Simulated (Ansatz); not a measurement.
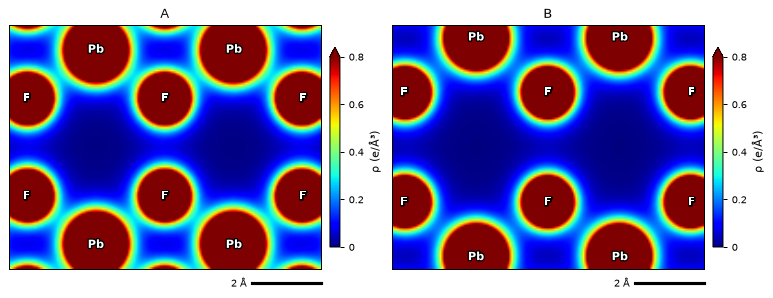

PbF2. The valence charge density (pseudo) of two cells that differ in size and shape, on the (11̄0) plane of each (indices in the axes of the calculation cell), at one length scale and on one colour scale: B has 18.9 Å³ an atom and A 15.4.

Method: Ansatz, DFT PBE, scalar-relativistic, plane waves, PAW.

In a PAW calculation such maps are meaningful between the atoms, not at the nuclei.

What changes from the larger cell to the smaller?

From the larger cell to the smaller, Pb–F goes from 2.64 to 2.47 Å, and the density at its midpoint from 0.22 to 0.31 e/Å³; the pressure goes from −2.9 to 15 GPa; the Kohn–Sham gap goes from 4.2 eV to 4.4 eV.
